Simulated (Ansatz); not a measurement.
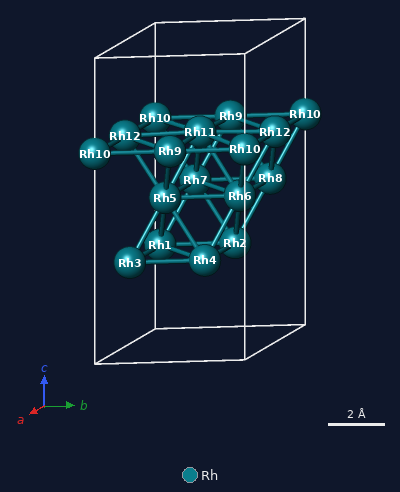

*The input geometry (ball-and-stick view of the cell of the calculation, with the vacuum cut short, seen slightly off an axis; atoms are numbered from 1 in the order of the input).*

Near neighbours in the crystal (not all of them lie inside the picture): Rh has 9 Rh at 2.64 to 2.72 Å; Rh has 12 Rh at 2.64 to 2.72 Å.

## Run report: Rh, single-point calculation

Rh (slab, 12 atoms in the cell), computed with DFT PBE, scalar-relativistic, plane waves, PAW, no spin polarisation (Ansatz 0.2.0).

The structure derives from an entry of the Crystallography Open Database. It belongs to a series of runs on one base structure; here: the slab at its places in the relaxed adsorbed structure. Figures and captions count atoms from 1; the log counts them from 0 in places.

Input
```yaml
crystal:
  lattice:
    - [5.4163401137, 0.0, 0.0]
    - [-2.7081700568, 4.690688134, 0.0]
    - [0.0, 0.0, 25.1126231839]
  atoms:
    - { symbol: Rh, position: [0.3333333333, 0.1666666667, 0.3185648883] }
    - { symbol: Rh, position: [0.3333333333, 0.6666666667, 0.3185648883] }
    - { symbol: Rh, position: [0.8333333333, 0.1666666667, 0.3185648883] }
    - { symbol: Rh, position: [0.8333333333, 0.6666666667, 0.3185648883] }
    - { symbol: Rh, position: [0.666115435, 0.3338266118, 0.4045372918] }
    - { symbol: Rh, position: [0.6661635104, 0.83230571, 0.4045537108] }
    - { symbol: Rh, position: [0.1669493134, 0.3333570209, 0.4045972104] }
    - { symbol: Rh, position: [0.1665688735, 0.83345066, 0.4039656175] }
    - { symbol: Rh, position: [0.0005857955, 0.5012833876, 0.4894436238] }
    - { symbol: Rh, position: [0.000225334, -0.0003746777, 0.4895533537] }
    - { symbol: Rh, position: [0.5021216433, 0.5015322649, 0.4923959482] }
    - { symbol: Rh, position: [0.499102007, -0.0006183194, 0.4893642144] }
basis:
  ecutwfc: 420
kpoints:
  mp_grid: { grid: [4, 4, 1] }
hamiltonian:
  xc: pbe
scf:
  occupations: { method: gaussian, width: 0.1 }
output:
  forces: true
  eigenvalues: true
  write_density: true
  volumetric_format: npy
efield:
  axis: 3
  dipole_correction: true
  ramp_width: 0.04
```

Run as:
```bash
ansatz run input.yaml --threads 4 --pin off --max-ram 10240MiB --backend cpu --events-out ev --progress --plain --runs-dir out
```

Output
```
Engine: ansatz 0.2.0, aarch64-unknown-linux-gnu
Pseudopotentials: kind: paw
Pseudopotential: Rh, paw, valence charge 17, recommended cutoff 420 eV (normal), Rh.paw.azcp
Functional definition: PBE
  parameter kappa = 0.804
  parameter beta = 0.06672455060314922
  exchange = pbe_x(kappa = kappa, mu = beta*pi^2/3)
  correlation = pbe_c(beta = beta)
Crystal: 12 atoms, lattice volume = 638.020 Å³
Basis set: ecut = 420 eV, 12389 PW (Γ), exchange–correlation on 80×80×360 points (8 copies of the dense FFT grid, shifted against one another)
Bands: 123, of which v1, the nominal top of the filled ones, is band 102 counted from 1 (101 counted from 0)
Symmetry: 1 space group operations
Space group: P1 (ITA 1), of the structure as read, at distance tolerance 8.6e-5 Å
k-points: 10 of 16 (time reversal used)
Non-local potential: Rh, projectors of the file, l = 0: 3, l = 1: 2, l = 2: 2, l = 3: 1
PAW form: soft (Blöchl's): semilocal exchange-correlation on the pseudo side does not see the compensation charge
PAW one-centre angular grid: Rh, 590 points (default); XC on 64 Gauss nodes
Initial density: superposition of atomic densities (neutral atoms: chi_scale 0, normalization atom), corrected by the library's trained network
Initial wavefunctions: pseudopotential atomic-orbital guess
Functional: x = pbe(κ = 0.804, μ = 0.2195149727645171), c = pbe(β = 0.06672455060314922)
SCF iter   1: F=—  HF=-76828.178288 eV  |F-HF|=—  |Δ(HF+E_count)|=         —  Δρ=4.24e-3  dr2=4.42e-2  ethr=1.77e-3  p=0.000 e·Å  D=7.94e-5 V/Å  ΔV_dip=-0.00 eV  dr2_dipole=3.63e-7  V_vac-E_F(+/−)=4.86/4.86 eV  ⟨swp⟩=8.6  Hψ=5332  notcnv=0  defer=17
efield: sawtooth ramp at fractional position 0.8855 (placed from the atoms, in the widest stretch of the axis that holds none; the zero of the levels goes with the place), width 0.0400; the density the first Hamiltonian is built on has a dipole p = 0.000 e·Å; the dipole correction subtracts the counter field D = 7.94e-5 V/Å, which shifts the + side's vacuum level by -0.00 eV against the − side's; the planar-averaged density in the ramp window peaks in size at 9.9e-6 e/Å³
preconditioner: auto → LDOS  [metal: Δε(μ)=0.027 eV  Ē_g=5.163 eV  σ=0.100 eV  W_gap=0.15  n_scr=108 (ndim 8)  ℏωp=15.3 eV  f_vac=0.678  D(μ)=27.64/eV (n_scr^D=256)  β→1.0]
SCF iter   2: F=—  HF=-76828.193121 eV  |F-HF|=—  |Δ(HF+E_count)|=   1.48e-2  Δρ=2.05e-3  dr2=2.77e-2  ethr=2.17e-5  p=0.000 e·Å  D=3.69e-5 V/Å  ΔV_dip=-0.00 eV  dr2_dipole=9.52e-6  V_vac-E_F(+/−)=5.08/5.08 eV  ⟨swp⟩=3.2  Hψ=2981  notcnv=0  defer=53
SCF iter   3: F=—  HF=-76828.188570 eV  |F-HF|=—  |Δ(HF+E_count)|=   4.55e-3  Δρ=7.23e-4  dr2=1.16e-2  ethr=1.36e-5  p=0.000 e·Å  D=3.22e-5 V/Å  ΔV_dip=-0.00 eV  dr2_dipole=3.70e-6  V_vac-E_F(+/−)=5.06/5.06 eV  ⟨swp⟩=2.0  Hψ=2029  notcnv=0  defer=53
SCF iter   4: F=—  HF=-76828.187663 eV  |F-HF|=—  |Δ(HF+E_count)|=   9.07e-4  Δρ=3.75e-4  dr2=2.21e-3  ethr=5.70e-6  p=0.000 e·Å  D=2.40e-5 V/Å  ΔV_dip=-0.00 eV  dr2_dipole=1.26e-6  V_vac-E_F(+/−)=5.08/5.08 eV  ⟨swp⟩=2.1  Hψ=1638  notcnv=0  defer=53
SCF iter   5: F=—  HF=-76828.187707 eV  |F-HF|=—  |Δ(HF+E_count)|=   4.36e-5  Δρ=1.81e-4  dr2=8.57e-4  ethr=1.08e-6  p=0.000 e·Å  D=1.13e-5 V/Å  ΔV_dip=-0.00 eV  dr2_dipole=6.60e-9  V_vac-E_F(+/−)=5.09/5.09 eV  ⟨swp⟩=1.9  Hψ=1561  notcnv=0  defer=53
SCF iter   6: F=—  HF=-76828.187671 eV  |F-HF|=—  |Δ(HF+E_count)|=   3.56e-5  Δρ=5.54e-5  dr2=4.72e-5  ethr=4.20e-7  p=0.000 e·Å  D=3.83e-6 V/Å  ΔV_dip=-0.00 eV  dr2_dipole=4.12e-8  V_vac-E_F(+/−)=5.09/5.09 eV  ⟨swp⟩=1.8  Hψ=1441  notcnv=0  defer=53
SCF iter   7: F=—  HF=-76828.188295 eV  |F-HF|=—  |Δ(HF+E_count)|=   6.24e-4  Δρ=2.92e-5  dr2=7.60e-6  ethr=2.31e-8  p=0.000 e·Å  D=8.48e-7 V/Å  ΔV_dip=-0.00 eV  dr2_dipole=1.77e-9  V_vac-E_F(+/−)=5.09/5.09 eV  ⟨swp⟩=2.4  Hψ=1986  notcnv=0  defer=53
SCF iter   8: F=—  HF=-76828.188296 eV  |F-HF|=—  |Δ(HF+E_count)|=   7.36e-8  Δρ=1.02e-5  dr2=1.39e-6  ethr=3.73e-9  p=0.000 e·Å  D=3.84e-7 V/Å  ΔV_dip=-0.00 eV  dr2_dipole=1.84e-9  V_vac-E_F(+/−)=5.09/5.09 eV  ⟨swp⟩=2.1  Hψ=1687  notcnv=0  defer=53
SCF iter   9: F=-76828.188296 eV  HF=-76828.188296 eV  |F-HF|=7.11e-8  |Δ(HF+E_count)|=   4.65e-8  Δρ=2.77e-6  dr2=8.33e-8  ethr=4.90e-11  p=0.000 e·Å  D=6.10e-7 V/Å  ΔV_dip=-0.00 eV  dr2_dipole=2.57e-10  V_vac-E_F(+/−)=5.09/5.09 eV  ⟨swp⟩=13.8  Hψ=7047  notcnv=0
SCF 1 converged in 9 iterations: F = -76828.188296 eV  dr2 = 8.33e-8
  greatest PAW one-centre occupation: 1.000 electrons in one spin orbital (limit 2), on the Rh atom at site 7 (counted from 0), in its partial waves of l = 0
SCF converged after 9 iterations
Free energy (F): -76828.188296 eV
Harris-Foulkes:  -76828.188296 eV  (|F-HF|=7.11e-8)
Internal energy: -76828.050109 eV  (E = F + TS)
E sigma→0 (E₀):  -76828.119203 eV
Entropy (-TS):   -0.138186 eV (-11.516 meV/atom)
Fermi energy:    2.044843 eV
Dipole field:    D = 0.000013 V/Å  (p = 0.000045 e·Å, saw-weighted, corrected)
Work function:   Φ+ = 5.0924 eV   Φ− = 5.0927 eV
Levels:          The Fermi level and band energies are counted from a zero that moves with the ramp; work functions are not
--- Per-component energies (eV) ---
  E_band       = -5114.870331
  E_kinetic    = 6864.704482
  E_local      = -369877.049144  (includes V_loc(G=0)·N_el)
  E_nonlocal   = 4267.504042
  E_hartree    = 180107.825382
  E_xc         = -2650.620387
  E_vxc        = -3325.801177  (∫ρ·V_xc dr)
  E_paw        = -43047.166313  (= ΣΔE_a)
  E_vpaw       = -3259.928702  (= ΣTr[D̂ρ^β])
  E_aug_tail   = 0.010318  (compensation charges beyond the density's cutoff)
  E_efield     = 0.000000  (sawtooth field / dipole correction)
  E_vefield    = 0.000071  (∫n·V_field dr)
  E_ewald      = 147506.741511
  E_smearing   = -0.138186  (= −TS)
  E_closure    = 0.000000  (closes the sum)
  Σ components = -76828.188296   (vs F -76828.188296, Δ=0.00e0)
--- Forces (eV/Å), atoms counted from 1 ---
  atom   1  Rh    -0.00409301     0.03689167     0.01368981
  atom   2  Rh     0.03036094    -0.02171732     0.01587067
  atom   3  Rh    -0.00132501    -0.00225989     0.05591390
  atom   4  Rh    -0.03455660    -0.01877480     0.00436983
  atom   5  Rh    -0.00801873     0.00301430    -0.01563918
  atom   6  Rh    -0.00735360    -0.00737509    -0.02017025
  atom   7  Rh     0.03631849     0.03424834    -0.00686791
  atom   8  Rh     0.00780884    -0.00393319    -0.04486384
  atom   9  Rh     0.01917544    -0.03035502     0.14786564
  atom  10  Rh     0.00586183     0.03553959     0.12522373
  atom  11  Rh    -0.05633709    -0.05640394    -0.43659010
  atom  12  Rh     0.01215639     0.03112555     0.16118271
  max |Σ_I F_I| component: 1.50e-5 eV/Å
--- Band table (eV; the first three rows and the last of 10) ---
  k-point 0: bands = ["-76.8565", "-76.7931", "-76.7699", "-76.7655", "-76.4326", "-76.4202", "-76.3763", "-76.3739", "-76.3558", "-76.3532", "-76.3530", "-76.3095", "-44.9738", "-44.9720", "-44.9518", "-44.9248", "-44.8593", "-44.8371", "-44.8323", "-44.6003", "-44.5891", "-44.5884", "-44.5504", "-44.5488", "-44.5455", "-44.4977", "-44.4872", "-44.4860", "-44.4125", "-44.4111", "-44.2216", "-44.2105", "-44.1975", "-44.1971", "-44.1868", "-44.1839", "-44.1832", "-44.1601", "-44.1576", "-44.1289", "-44.1061", "-44.1048", "-44.1038", "-44.0720", "-44.0719", "-44.0667", "-44.0661", "-44.0552", "-5.0851", "-3.7774", "-3.7602", "-3.7574", "-3.7261", "-3.5747", "-3.4782", "-3.4757", "-3.4345", "-3.2622", "-3.2322", "-3.2283", "-2.8409", "-2.8289", "-2.8283", "-1.6891", "-1.6712", "-1.6705", "-1.0963", "-1.0914", "-1.0888", "-0.9360", "-0.9354", "-0.8685", "-0.6732", "-0.6718", "-0.6618", "-0.6128", "-0.6089", "-0.4709", "-0.3406", "-0.3401", "0.2422", "0.2443", "0.2812", "0.9836", "0.9982", "0.9992", "1.0725", "1.0779", "1.2287", "1.2422", "1.2441", "1.6352", "1.6359", "1.7553", "2.2739", "2.2745", "2.2833", "2.2903", "2.2918", "2.3171", "2.4319", "2.4344", "2.6052", "2.6056", "2.6112", "2.9184", "2.9257", "2.9268", "3.0013", "3.0022", "3.0060", "3.1845", "4.0030", "4.0128", "4.0135", "5.9041", "5.9050", "5.9102", "6.0425", "6.0456", "6.0667", "6.9005", "7.0910"]
  k-point 1: bands = ["-76.8475", "-76.7957", "-76.7758", "-76.7661", "-76.4239", "-76.4106", "-76.3822", "-76.3747", "-76.3640", "-76.3548", "-76.3531", "-76.3114", "-44.9327", "-44.9207", "-44.9101", "-44.8849", "-44.8466", "-44.8290", "-44.8187", "-44.6060", "-44.5997", "-44.5518", "-44.5415", "-44.5284", "-44.5182", "-44.5013", "-44.4722", "-44.4645", "-44.4495", "-44.4306", "-44.2452", "-44.2351", "-44.2311", "-44.2282", "-44.1993", "-44.1817", "-44.1691", "-44.1555", "-44.1521", "-44.1479", "-44.1429", "-44.1215", "-44.1093", "-44.1076", "-44.1013", "-44.0901", "-44.0830", "-44.0564", "-4.5735", "-3.5510", "-3.3808", "-3.3691", "-3.3213", "-3.2605", "-3.1719", "-3.1314", "-3.0857", "-3.0495", "-2.9831", "-2.9533", "-2.5938", "-2.3822", "-2.3668", "-1.7073", "-1.6870", "-1.5058", "-1.3952", "-1.1783", "-0.9629", "-0.9540", "-0.9312", "-0.9128", "-0.8642", "-0.8440", "-0.5876", "-0.5172", "-0.4115", "-0.4065", "-0.3200", "-0.1446", "-0.0831", "-0.0779", "0.0484", "0.5222", "0.5756", "0.6008", "0.7836", "0.9172", "0.9334", "0.9402", "0.9619", "0.9889", "1.2559", "1.2741", "1.4935", "1.5963", "1.6570", "1.8658", "1.8784", "1.9525", "2.0000", "2.0334", "2.2271", "2.2738", "2.3178", "2.3323", "2.3953", "2.4573", "2.6328", "2.6990", "2.7225", "3.0933", "3.3540", "4.8766", "4.8993", "4.9073", "5.7842", "5.7898", "6.2115", "7.3240", "7.5018", "7.5411", "7.5767"]
  k-point 2: bands = ["-76.8345", "-76.8031", "-76.7814", "-76.7663", "-76.4085", "-76.3956", "-76.3883", "-76.3863", "-76.3748", "-76.3549", "-76.3531", "-76.3132", "-44.8875", "-44.8768", "-44.8611", "-44.8345", "-44.8262", "-44.8049", "-44.7177", "-44.6942", "-44.6602", "-44.6583", "-44.5027", "-44.4940", "-44.4894", "-44.4652", "-44.4315", "-44.4222", "-44.3482", "-44.3335", "-44.3200", "-44.3157", "-44.3063", "-44.2899", "-44.2851", "-44.2589", "-44.1677", "-44.1598", "-44.1500", "-44.1372", "-44.1327", "-44.1297", "-44.1164", "-44.1140", "-44.1133", "-44.1130", "-44.1103", "-44.0582", "-3.5808", "-3.5580", "-2.9740", "-2.9224", "-2.9082", "-2.8813", "-2.6953", "-2.6482", "-2.5114", "-2.4883", "-2.4004", "-2.3599", "-2.0683", "-2.0493", "-2.0338", "-1.9852", "-1.6370", "-1.6127", "-1.5287", "-1.4802", "-1.3373", "-1.3192", "-0.8849", "-0.8422", "-0.6034", "-0.5481", "-0.4974", "-0.4915", "-0.3966", "-0.3449", "-0.3358", "-0.2714", "-0.1804", "-0.1438", "-0.1328", "-0.0910", "-0.0693", "-0.0442", "-0.0199", "0.0344", "0.4112", "0.4270", "0.7189", "0.7558", "0.7861", "0.8076", "1.0269", "1.0436", "1.0592", "1.0968", "1.1954", "1.2365", "1.6280", "1.6594", "1.6891", "1.6997", "1.9999", "2.0174", "2.2983", "2.3133", "2.4918", "2.5222", "2.7231", "2.7485", "4.6003", "4.6218", "5.2226", "5.2355", "6.0819", "6.0925", "6.9621", "7.0020", "8.1052", "8.1461", "8.5592"]
  k-point 9: bands = ["-76.8343", "-76.8038", "-76.7803", "-76.7668", "-76.4096", "-76.3933", "-76.3882", "-76.3865", "-76.3762", "-76.3547", "-76.3532", "-76.3131", "-44.8873", "-44.8772", "-44.8609", "-44.8361", "-44.8249", "-44.8056", "-44.7166", "-44.6948", "-44.6599", "-44.6578", "-44.5033", "-44.4941", "-44.4889", "-44.4656", "-44.4318", "-44.4216", "-44.3477", "-44.3329", "-44.3196", "-44.3161", "-44.3074", "-44.2900", "-44.2854", "-44.2581", "-44.1683", "-44.1583", "-44.1509", "-44.1383", "-44.1326", "-44.1298", "-44.1158", "-44.1136", "-44.1135", "-44.1126", "-44.1105", "-44.0582", "-3.5802", "-3.5588", "-2.9747", "-2.9223", "-2.9062", "-2.8839", "-2.6945", "-2.6500", "-2.5121", "-2.4872", "-2.4007", "-2.3604", "-2.0668", "-2.0522", "-2.0344", "-1.9832", "-1.6390", "-1.6095", "-1.5306", "-1.4778", "-1.3370", "-1.3202", "-0.8850", "-0.8411", "-0.6044", "-0.5510", "-0.4930", "-0.4911", "-0.3979", "-0.3458", "-0.3344", "-0.2723", "-0.1774", "-0.1452", "-0.1373", "-0.0897", "-0.0673", "-0.0438", "-0.0198", "0.0353", "0.4135", "0.4254", "0.7174", "0.7563", "0.7878", "0.8072", "1.0259", "1.0456", "1.0619", "1.0946", "1.1966", "1.2342", "1.6283", "1.6591", "1.6870", "1.7006", "1.9973", "2.0208", "2.2989", "2.3138", "2.4915", "2.5237", "2.7222", "2.7483", "4.6018", "4.6197", "5.2220", "5.2362", "6.0808", "6.0932", "6.9584", "7.0039", "8.1036", "8.1476", "8.5590"]
```

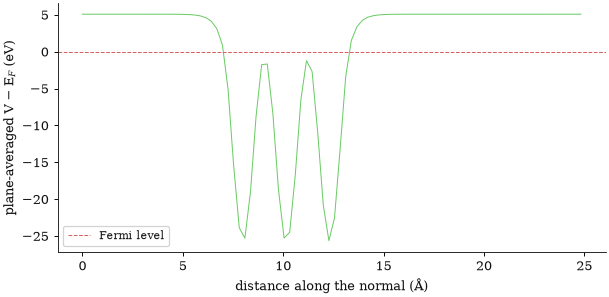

*Plane average of the electrostatic potential energy of an electron across the cell, from the Fermi level.*

The vacuum level lies 5.09 eV above the Fermi level.

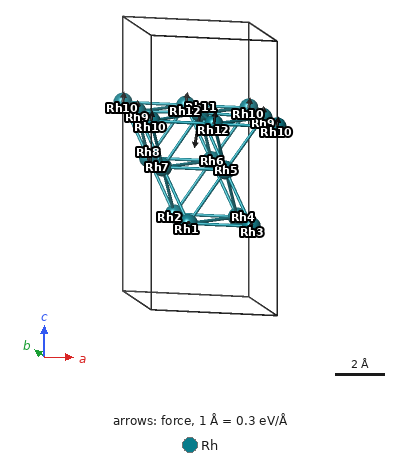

*Forces on the atoms as black arrows (ball-and-stick view of the cell of the calculation, with the vacuum cut short, seen slightly off an axis; atoms are numbered from 1 in the order of the input); the smallest are left out.*

The largest act on Rh11 (0.44 eV/Å); Rh12 (0.16 eV/Å); Rh9 (0.15 eV/Å). The geometry is not a stationary point of this energy.

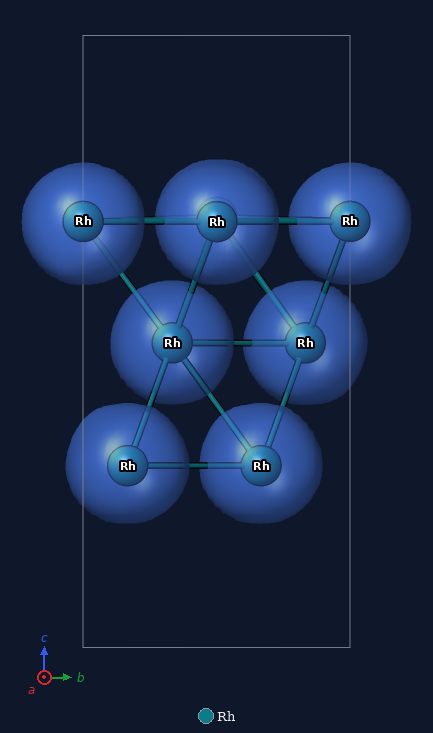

*Isosurface of the valence pseudo-density at 0.5 e/Å³ (blue), seen along the a axis. Sticks mark near contacts.*

At this value the density breaks into separate islands; it holds about 85 % of the electrons treated as valence (semicore included). It is pinched off along the Rh–Rh (2.64 Å) and Rh–Rh (2.70 Å) contacts. On the grid the lowest density along these lines, outside the cores, is 0.4 e/Å³ (Rh–Rh, 2.64 Å) and 0.37 e/Å³ (Rh–Rh, 2.70 Å). In a PAW calculation such maps are meaningful between the atoms, not at the nuclei.

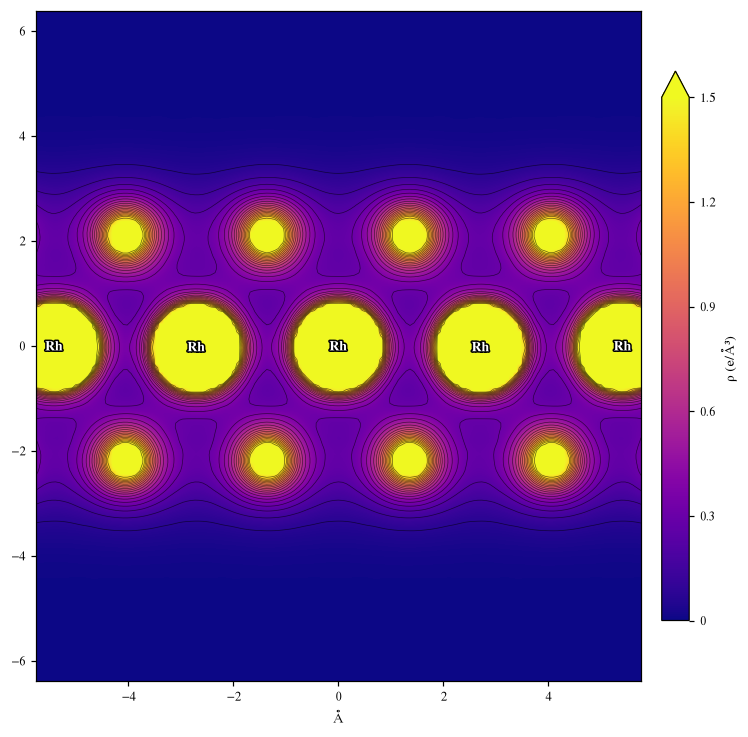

*Valence pseudo-density on the (100) plane of the calculation cell, a cut from vacuum to vacuum.*

The section cuts through Rh sites. Rh–Rh (2.71 Å): the density is about 0.35 e/Å³ at the midpoint. The density dies away to nearly zero in the vacuum.

Summary

| quantity | value |
| --- | --- |
| outcome | converged |
| electrons treated | 204 |
| free energy | −76828.1883 eV |
| work function, top face | 5.09 eV |
| work function, bottom face | 5.09 eV |
| Fermi energy | 2.045 eV |
| gap on the k-point mesh | none (metallic) |
| work function (upper face) | 5.09 eV |
| largest force (length of the vector) | 0.444 eV/Å |
| hardware | 4 threads of Arm Neoverse V2, 24 GiB of memory available, shared host |
| wall time | 17 s (CPU time 64 s) |
| peak memory | 1.8 GiB |
